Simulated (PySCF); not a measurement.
Consider C$_{2}$H$_{4}$O$_{2}$ (acetic acid).

Input

```
{"job": {"kind": "sp", "xc": "wB97X", "basis": "def2-TZVP", "d3": "d3bj", "grid": 2}, "charge": 0, "multiplicity": 1}
C     -0.821390    -0.129540    -0.484178
C      0.436512     0.348792     0.175910
O      0.855427     1.475099     0.159176
O      1.071504    -0.646351     0.815319
H     -1.507823    -0.535423     0.273426
H     -1.296358     0.701022    -1.017018
H     -0.589414    -0.946645    -1.182337
H      1.863422    -0.250758     1.210999
```

Launched as:

```sh
OMP_NUM_THREADS=1 python redox_run.py task.json out
```

Geometry: PBE0-D3(BJ)/def2-SVP.

Theory: DFT single point, gas phase, functional wB97X (PySCF 2.14.0, density-fitted response routines).

Question: Predict the electron density and electron localisation function between the atoms.

Answer: C–O (1.20 Å): the density is about 3.5 e/Å³ at the midpoint; the ELF peaks at about 0.85 between the atoms: a multiple bond.
C–C (1.50 Å): ρ at the midpoint is about 1.8 e/Å³; the ELF peaks at about 0.95 between the atoms, as expected for a covalent bond.
O–H (0.97 Å): ρ is about 3.8 e/Å³ halfway; the ELF climbs to about 1 towards the hydrogen, as it does in any bond to H: an ordinary covalent bond to hydrogen.
C–O (1.34 Å): ρ is about 2.5 e/Å³ halfway; the ELF peaks at about 0.90 between the atoms; a polar covalent bond.

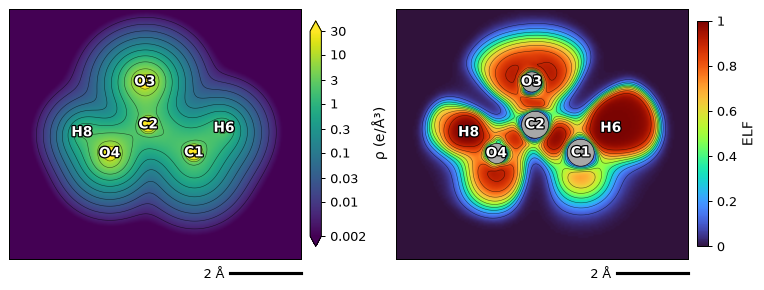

Computed electron density and electron localisation function on the plane of atoms O3, C2 and O4, in this order. Grey discs cover the atomic cores in the ELF map. 
